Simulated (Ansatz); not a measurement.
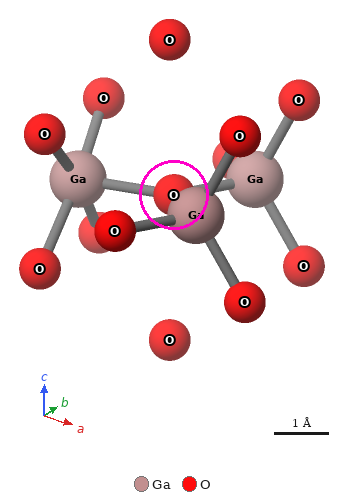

Perfect Ga2O3. Style: ball-and-stick. Shown: the atoms within 3.3 Å of one point, slightly off an axis.

Computed with DFT PBEsol, scalar-relativistic, plane waves, PAW in Ansatz. Set-up: plane-wave cutoff 420 eV; k-point mesh 2 × 2 × 2; occupations gaussian; smearing width 0.01 eV; mesh shifted by (0.5, 0.5, 0.5); no spin polarisation. The cell is small and the k-mesh coarse, so the numbers are rough. The axes drawn are those of the host's conventional cell.

An oxygen atom is taken out (a vacancy) at the ringed place, in charge state 0. The supercell has 40 sites, and the atoms are relaxed at the host's cell.

**How do the neighbours respond?**

Around the empty O site the host had 3 Ga at 1.84 to 1.94 Å; after relaxation the nearest atoms are 2 Ga at 1.59 to 1.60 Å. Of the host's atoms, a gallium atom moves furthest from its site, by 0.26 Å. Relaxing the atoms from the host's sites lowers the energy by 0.68 eV. At a tolerance of 0.02 Å the relaxed supercell has space group P1.

The relaxed defect, seen from the same direction:

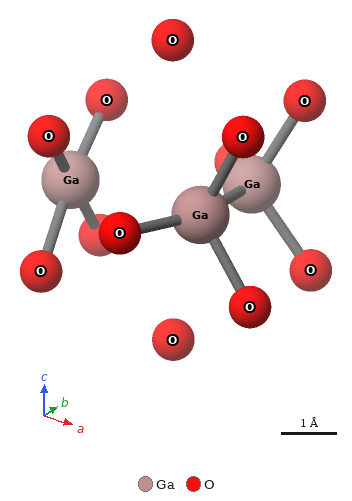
